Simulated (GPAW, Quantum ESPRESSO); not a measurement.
## Cl K ELNES/XANES of LiCl (Fm-3m) from DFT

Aim: the near-edge shape at the Cl K edge of LiCl (Fm-3m), and what the core hole does to it.

Main program and level: GPAW 26.7.0; X-ray absorption from dipole matrix elements to empty bands, plane-wave PAW LDA.

An experiment to compare with: “Metal-Induced Gap States at Well Defined Alkali-Halide/Metal Interfaces” (2003, arxiv:cond-mat/0304006). Chlorine K-edge X-ray absorption was measured on epitaxial LiCl films of controlled thickness on Cu(001) and Ag(001) to find electronic states specific to the insulator/metal interface. Photoemission and Auger spectra were used to rule out interfacial chemical bonding, and the thickness dependence of the pre-peak gave the decay length of the gap states. It reports Cl K-edge features by Cl K-edge NEXAFS on bulk LiCl reference; the values are set beside the results at the end.

This is a report of a sequence of runs, with most program output left out.

The database entry behind the starting cell differs from later determinations by our own check (0.1 to 0.3 % short, probably kX units), so it need not match the best structure at ambient conditions.

## 1. The starting structure

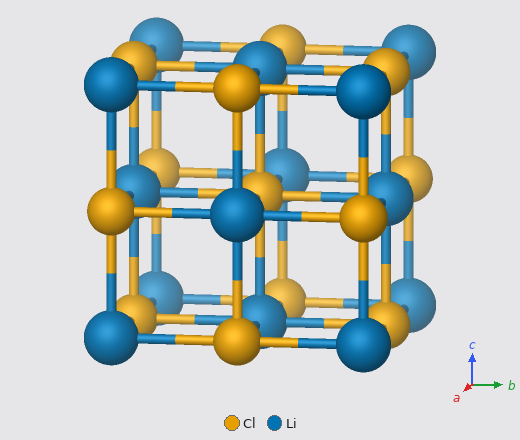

Start, viewed slightly off an axis; chlorine orange, lithium blue. This picture shows the conventional cell, with its axes. Some periodic images of atoms are drawn too.

As a file:

```xyz
2
Lattice="0.0000 2.5648 2.5648 2.5648 0.0000 2.5648 2.5648 2.5648 0.0000" Properties=species:S:1:pos:R:3 pbc="T T T"
Cl    2.5648    2.5648    2.5648
Li    0.0000    0.0000    0.0000
```

## 2. The field without a hole

A plain self-consistent run shows whether there is a gap, which decides the set-up of the core-hole run.

scf.py reads:

```python
import numpy as np
from ase import Atoms
from ase.parallel import parprint, paropen
from gpaw import GPAW, PW, FermiDirac, Mixer, MixerDif, setup_paths
from gpaw.test import gen
setup_paths.insert(0, '.')
gen('Cl', name='nch1s', xcname='LDA', corehole=(1, 0, 0), write_xml=True)
from gpaw.mpi import world
world.barrier()

atoms = Atoms('ClLi',
    cell=[[0, 2.56477, 2.56477],
     [2.56477, 0, 2.56477],
     [2.56477, 2.56477, 0]],
    scaled_positions=[[0.5, 0.5, 0.5],
     [0, 0, 0]],
    pbc=True)
atoms.calc = calc = GPAW(legacy_gpaw=True, mode=PW(500, force_complex_dtype=True), xc='LDA', setups={0: 'nch1s'},
    kpts={'size': (8, 8, 8), 'gamma': True}, occupations=FermiDirac(0.05),
    charge=0, mixer=Mixer(0.1, 5, 50), maxiter=150,
    convergence={'density': 0.0001, 'eigenstates': 1e-6}, txt='scf.txt')
energy = atoms.get_potential_energy() + calc.get_reference_energy()
ef = calc.get_fermi_level()
out = dict(energy=energy, fermi=ef, forces=atoms.get_forces().tolist())
parprint(f'all-electron energy {energy:.4f} eV, Fermi level {ef:.4f} eV')
ev = np.array([[calc.get_eigenvalues(k, s) for k in range(len(calc.get_ibz_k_points()))] for s in range(calc.get_number_of_spins())])
out['homo'], out['lumo'], out['counts'] = ev[ev < ef].max(), ev[ev > ef].min(), sorted(set((ev < ef).sum((0, 2)).tolist()))
out['filled'] = (ev[:, 0] < ef).sum(1).tolist()
import json
with paropen('out.json', 'w') as f:
    json.dump(out, f)
```

On the command line:

```bash
> OMP_NUM_THREADS=1 mpirun -n 4 gpaw python scf.py
```

Elapsed: 2.5 s, on 4 MPI ranks of Arm Neoverse V2, shared host; peak memory 0.16 GiB.

The mesh shows a gap of 5.99 eV, so the hole is first treated in a charged cell, without the excited electron.

## 3. Spectrum without a core hole, Cl atom 1

This cheap baseline ignores the attraction of the hole: it shows the absorber's empty states as they are in the ground state. The data set with a hole of occupation 0 only carries the core orbital.

The absorber has 6 Li at 2.56 Å (octahedral, site symmetry m-3m).

xas.py reads:

```python
import numpy as np
from ase import Atoms
from ase.parallel import parprint, paropen
from gpaw import GPAW, PW, FermiDirac, Mixer, MixerDif, setup_paths
from gpaw.test import gen
setup_paths.insert(0, '.')
gen('Cl', name='nch1s', xcname='LDA', corehole=(1, 0, 0), write_xml=True)
from gpaw.mpi import world
world.barrier()

atoms = Atoms('ClLi',
    cell=[[0, 2.56477, 2.56477],
     [2.56477, 0, 2.56477],
     [2.56477, 2.56477, 0]],
    scaled_positions=[[0.5, 0.5, 0.5],
     [0, 0, 0]],
    pbc=True)
atoms.calc = calc = GPAW(legacy_gpaw=True, mode=PW(500, force_complex_dtype=True), xc='LDA', setups={0: 'nch1s'},
    kpts={'size': (8, 8, 8), 'gamma': True}, occupations=FermiDirac(0.02),
    charge=0, mixer=Mixer(0.1, 5, 50), maxiter=150,
    convergence={'density': 0.0001, 'eigenstates': 1e-6}, txt='scf.txt')
energy = atoms.get_potential_energy() + calc.get_reference_energy()
ef = calc.get_fermi_level()
out = dict(energy=energy, fermi=ef, forces=atoms.get_forces().tolist())
parprint(f'all-electron energy {energy:.4f} eV, Fermi level {ef:.4f} eV')
ev = np.array([[calc.get_eigenvalues(k, s) for k in range(len(calc.get_ibz_k_points()))] for s in range(calc.get_number_of_spins())])
out['homo'], out['lumo'], out['counts'] = ev[ev < ef].max(), ev[ev > ef].min(), sorted(set((ev < ef).sum((0, 2)).tolist()))
out['filled'] = (ev[:, 0] < ef).sum(1).tolist()

from ase.units import Ha
from gpaw.xas import dipole_matrix_elements
nb = int(calc.get_number_of_electrons() / 2) + 23
top = nb
nscf = calc.fixed_density(kpts={'size': (8, 8, 8), 'gamma': True},
    convergence={'eigenstates': 1.0}, txt='nscf.txt')
nscf.diagonalize_full_hamiltonian(nbands=nb)
cell = atoms.cell.array
ops = [cell.T @ U.T @ np.linalg.inv(cell.T) for U in nscf.wfs.kd.symmetry.op_scc]
filled = [4]  # bands filled in the ground state, by spin
E = np.arange(-25, 34, 0.1)
fwhm = np.interp(E, [4, 25], [0.9, 3.5])
Y, X, zero, highest = 0, 0, 1e9, 1e9
for spin in range(nscf.get_number_of_spins()):
    wfs = nscf.wfs
    mine = wfs.bd.get_slice()  # this rank's bands
    A = dipole_matrix_elements(wfs.setups[0])
    eps = np.zeros((wfs.kd.nibzkpts, nb))
    d = np.zeros((3, A.shape[1], wfs.kd.nibzkpts, nb), complex)
    for kpt in wfs.kpt_u:
        if kpt.s == spin and 0 in kpt.P_ani:
            eps[kpt.k, mine] = kpt.eps_n * Ha
            d[:, :, kpt.k, mine] = (kpt.weight * wfs.nspins / 2) ** 0.5 * np.inner(A, kpt.P_ani[0])
    world.sum(eps)
    world.sum(d)
    T = np.einsum('amkn,bmkn->abkn', d, d.conj()).real
    T = sum(np.einsum('ai,ijkn,bj->abkn', R, T, R) for R in ops) / len(ops)
    empty = np.ones_like(eps, bool) & (np.arange(nb) >= filled[spin])
    zero, highest = min(zero, eps[empty].min()), min(highest, eps[:, top - 1].min())
    lines = [(eps, T, empty)] if spin == 0 else lines + [(eps, T, empty)]
for eps, T, empty in lines:
    f = np.einsum('aakn->akn', T).reshape(3, -1)
    x = eps.ravel() - zero
    w = np.interp(x, E, fwhm) / 2.35482
    g = np.exp(-0.5 * ((E[:, None] - x) / w) ** 2) / (w * (2 * np.pi) ** 0.5)
    Y = Y + (f * empty.ravel()) @ g.T
    X = X + (f * ~empty.ravel()) @ g.T
out.update(E=E.round(2).tolist(), xas=Y.tolist(), xes=X.tolist(), zero=zero, valid=highest - zero, nk=len(eps), nb=nb)
for i in range(0, len(E), 10):
    parprint(f'{E[i]:7.2f}', *(f'{v:10.3e}' for v in Y[:, i]))
import json
with paropen('out.json', 'w') as f:
    json.dump(out, f)
```

On the command line:

```bash
> OMP_NUM_THREADS=1 mpirun -n 4 gpaw python xas.py
```

Run time: 12 s. Hardware: 4 MPI ranks; peak memory 0.25 GiB; 48 s of CPU time.

The Cl K spectrum, Cl atom 1, no core hole (energy from the lowest empty level; intensity scaled to a mean of 1 over the first 20 eV):

| E (eV) | intensity |
| --- | --- |
| -2.0 | 0.00 |
| -0.5 | 0.00 |
| 1.0 | 0.37 |
| 2.5 | 0.74 |
| 4.0 | 2.64 |
| 5.5 | 3.12 |
| 7.0 | 0.86 |
| 8.5 | 0.79 |
| 10.0 | 0.40 |
| 11.5 | 0.44 |
| 13.0 | 0.68 |
| 14.5 | 0.87 |
| 16.0 | 1.02 |
| 17.5 | 0.84 |
| 19.0 | 0.74 |
| 20.5 | 0.76 |
| 22.0 | 0.89 |
| 23.5 | 0.93 |
| 25.0 | 0.79 |
| 26.5 | 0.77 |
| 28.0 | 0.90 |
| 29.5 | 1.02 |

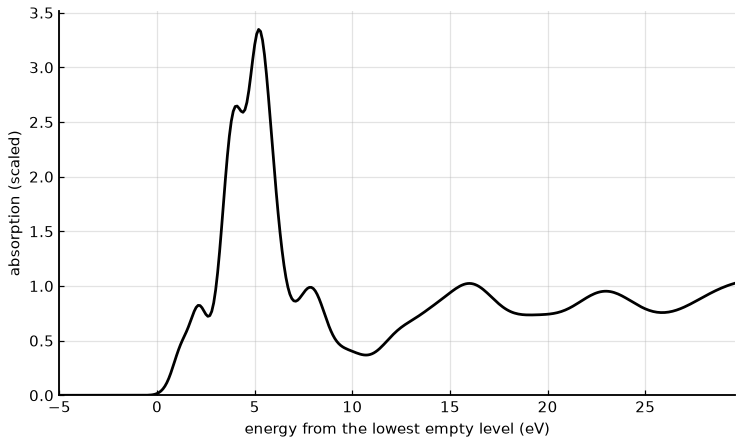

The Cl K edge, Cl atom 1, no core hole: main maxima at 4.1, 5.2 and 16.0 eV.

Main maxima below 24 eV (height): 2.1 eV (0.82), 4.1 eV (2.65), 5.2 eV (3.35), 7.8 eV (0.99), 16.0 eV (1.02) and 23.0 eV (0.95). A K edge sees empty p states on the absorber.

The same matrix elements for filled bands give the Cl K emission of Cl atom 1 (ground-state approximation; energy from the lowest empty level, largest value 1):

| E (eV) | emission |
| --- | --- |
| -24.0 | 0.00 |
| -22.5 | 0.00 |
| -21.0 | 0.00 |
| -19.5 | 0.00 |
| -18.0 | 0.00 |
| -16.5 | 0.00 |
| -15.0 | 0.00 |
| -13.5 | 0.00 |
| -12.0 | 0.00 |
| -10.5 | 0.00 |
| -9.0 | 0.20 |
| -7.5 | 0.57 |
| -6.0 | 0.52 |
| -4.5 | 0.00 |
| -3.0 | 0.00 |
| -1.5 | 0.00 |
| 0.0 | 0.00 |
| 1.5 | 0.00 |
| 3.0 | 0.00 |

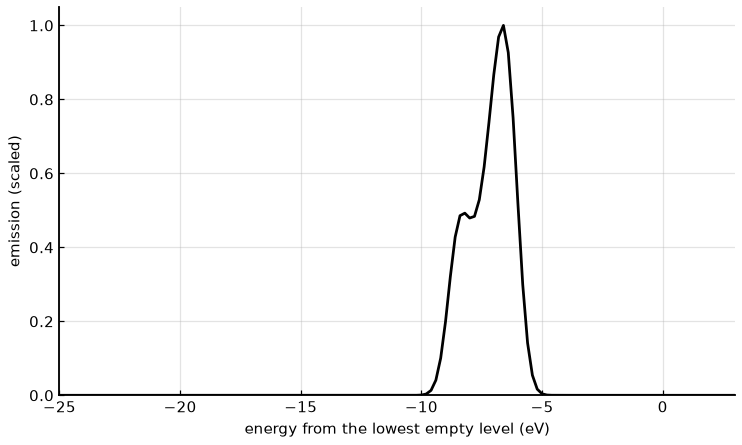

X-ray emission from the filled bands.

Emission maxima: -6.6 eV (1.00).

## 4. Reference energy of the supercell

The photon energy needs a difference of total energies, so the cell and mesh of the coming hole run are first run without a hole.

scf.py, as its differences from that of step 2:

```diff
@@ -10,11 +10,25 @@
 
-atoms = Atoms('ClLi',
-    cell=[[0, 2.56477, 2.56477],
-     [2.56477, 0, 2.56477],
-     [2.56477, 2.56477, 0]],
-    scaled_positions=[[0.5, 0.5, 0.5],
-     [0, 0, 0]],
+atoms = Atoms('Cl8Li8',
+    cell=[[0, 5.12954, 5.12954],
+     [5.12954, 0, 5.12954],
+     [5.12954, 5.12954, 0]],
+    scaled_positions=[[0.25, 0.25, 0.25],
+     [0.25, 0.25, 0.75],
+     [0.25, 0.75, 0.25],
+     [0.75, 0.25, 0.25],
+     [0.25, 0.75, 0.75],
+     [0.75, 0.25, 0.75],
+     [0.75, 0.75, 0.25],
+     [0.75, 0.75, 0.75],
+     [0, 0, 0],
+     [0, 0, 0.5],
+     [0, 0.5, 0],
+     [0.5, 0, 0],
+     [0, 0.5, 0.5],
+     [0.5, 0, 0.5],
+     [0.5, 0.5, 0],
+     [0.5, 0.5, 0.5]],
     pbc=True)
 atoms.calc = calc = GPAW(legacy_gpaw=True, mode=PW(500, force_complex_dtype=True), xc='LDA', setups={0: 'nch1s'},
-    kpts={'size': (8, 8, 8), 'gamma': True}, occupations=FermiDirac(0.05),
+    kpts={'size': (3, 3, 3), 'gamma': True}, occupations=FermiDirac(0.02),
     charge=0, mixer=Mixer(0.1, 5, 50), maxiter=150,
```

On the command line:

```bash
> OMP_NUM_THREADS=1 mpirun -n 4 gpaw python scf.py
```

It took 7.7 s on 4 MPI ranks; peak memory 0.31 GiB.

Reference energy: -101814.019 eV with the cores included.

## 5. Spectrum with FCH, Cl atom 1

The holes are 7.3 Å apart. In GPAW the data set carries the hole's charge, so charge=0 means a charged cell and charge=-1 a neutral one. The excited electron is left out and a uniform background balances the charge. After the field has converged, empty bands are computed with the density fixed and the dipole matrix elements are summed.

xas.py, as its differences from that of step 3:

```diff
@@ -6,3 +6,3 @@
 setup_paths.insert(0, '.')
-gen('Cl', name='nch1s', xcname='LDA', corehole=(1, 0, 0), write_xml=True)
+gen('Cl', name='fch1s', xcname='LDA', corehole=(1, 0, 1), write_xml=True)
 from gpaw.mpi import world
@@ -10,11 +10,25 @@
 
-atoms = Atoms('ClLi',
-    cell=[[0, 2.56477, 2.56477],
-     [2.56477, 0, 2.56477],
-     [2.56477, 2.56477, 0]],
-    scaled_positions=[[0.5, 0.5, 0.5],
-     [0, 0, 0]],
+atoms = Atoms('Cl8Li8',
+    cell=[[0, 5.12954, 5.12954],
+     [5.12954, 0, 5.12954],
+     [5.12954, 5.12954, 0]],
+    scaled_positions=[[0.25, 0.25, 0.25],
+     [0.25, 0.25, 0.75],
+     [0.25, 0.75, 0.25],
+     [0.75, 0.25, 0.25],
+     [0.25, 0.75, 0.75],
+     [0.75, 0.25, 0.75],
+     [0.75, 0.75, 0.25],
+     [0.75, 0.75, 0.75],
+     [0, 0, 0],
+     [0, 0, 0.5],
+     [0, 0.5, 0],
+     [0.5, 0, 0],
+     [0, 0.5, 0.5],
+     [0.5, 0, 0.5],
+     [0.5, 0.5, 0],
+     [0.5, 0.5, 0.5]],
     pbc=True)
-atoms.calc = calc = GPAW(legacy_gpaw=True, mode=PW(500, force_complex_dtype=True), xc='LDA', setups={0: 'nch1s'},
-    kpts={'size': (8, 8, 8), 'gamma': True}, occupations=FermiDirac(0.02),
+atoms.calc = calc = GPAW(legacy_gpaw=True, mode=PW(500, force_complex_dtype=True), xc='LDA', setups={0: 'fch1s'},
+    kpts={'size': (3, 3, 3), 'gamma': True}, occupations=FermiDirac(0.02),
     charge=0, mixer=Mixer(0.1, 5, 50), maxiter=150,
@@ -31,11 +45,10 @@
 from gpaw.xas import dipole_matrix_elements
-nb = int(calc.get_number_of_electrons() / 2) + 23
-top = nb
-nscf = calc.fixed_density(kpts={'size': (8, 8, 8), 'gamma': True},
-    convergence={'eigenstates': 1.0}, txt='nscf.txt')
-nscf.diagonalize_full_hamiltonian(nbands=nb)
+nb = int(calc.get_number_of_electrons() / 2) + 163
+top, nb = nb, nb + 8 + nb // 12
+nscf = calc.fixed_density(kpts={'size': (4, 4, 4), 'gamma': True}, nbands=nb,
+    convergence={'bands': top, 'eigenstates': 5e-3}, maxiter=60, txt='nscf.txt')
 cell = atoms.cell.array
 ops = [cell.T @ U.T @ np.linalg.inv(cell.T) for U in nscf.wfs.kd.symmetry.op_scc]
-filled = [4]  # bands filled in the ground state, by spin
-E = np.arange(-25, 34, 0.1)
+filled = [32]  # bands filled in the ground state, by spin
+E = np.arange(-6, 34, 0.1)
 fwhm = np.interp(E, [4, 25], [0.9, 3.5])
```

On the command line:

```bash
> OMP_NUM_THREADS=1 mpirun -n 4 gpaw python xas.py
```

The job ended after 55 s (4 MPI ranks; peak memory 0.47 GiB).

The Cl K spectrum, Cl atom 1, full core hole (charged cell) (energy from the lowest empty level; intensity scaled to a mean of 1 over the first 20 eV):

| E (eV) | intensity |
| --- | --- |
| -2.0 | 0.00 |
| -0.5 | 0.00 |
| 1.0 | 0.23 |
| 2.5 | 1.87 |
| 4.0 | 2.60 |
| 5.5 | 2.65 |
| 7.0 | 0.24 |
| 8.5 | 0.50 |
| 10.0 | 0.38 |
| 11.5 | 0.43 |
| 13.0 | 0.63 |
| 14.5 | 0.90 |
| 16.0 | 1.15 |
| 17.5 | 1.05 |
| 19.0 | 0.80 |
| 20.5 | 0.86 |
| 22.0 | 0.99 |
| 23.5 | 1.06 |
| 25.0 | 0.93 |
| 26.5 | 0.94 |
| 28.0 | 1.12 |
| 29.5 | 1.26 |

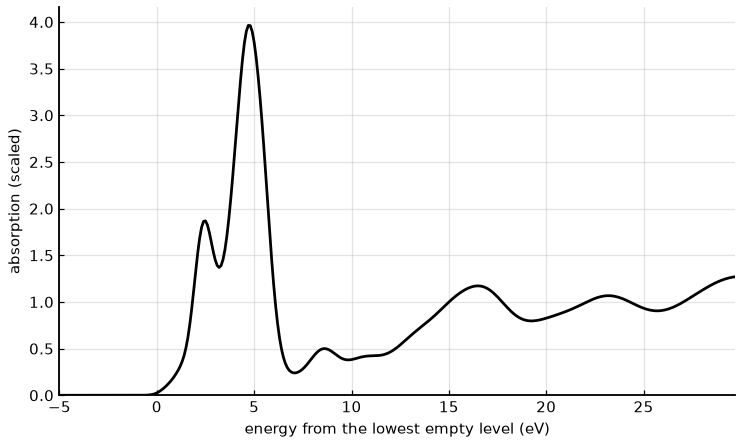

The Cl K edge, Cl atom 1, full core hole (charged cell): main maxima at 2.5, 4.7 and 16.5 eV.

Main maxima below 24 eV (height): 2.5 eV (1.87), 4.7 eV (3.96), 8.6 eV (0.50), 16.5 eV (1.17) and 23.2 eV (1.07). 

The hole costs E(hole) − E(ground) = 2822.01 eV, and the lowest empty level of the hole cell on the spectrum's mesh lies at 5.64 eV, which puts the zero at 2827.65 eV. One term is added: -17.80 eV, since the hole is spin-paired here and a spin-polarised one costs that much less in the free atom (computed apart). The photon energy is then 2809.85 eV. The functional and the charged cell's background leave an error in such absolute values: in the free atom LDA prices this hole 9.7 eV below PBE (computed apart), and PBE is itself good to a few eV.

(Continued in part 2 of 2.)

[Logs are printed without paths, hosts, clocks, repeated set-up lines and the standing remarks that a program may print on its own settings, such as how far it seeks lower states.]

[Hosts, paths, dates, database ids (printed as entryN), source tags and the programs' standing remarks are cut or masked in the printed files.]

[Lists of maxima count a maximum above −3 eV only where it reaches 4 % of the highest in the window and stands out from its surroundings by 2 % of it (1.5 % where it reaches 55 %); shoulders and weaker maxima are passed over, and of the rest the first, up to two pre-edge ones and the few strongest are named.]
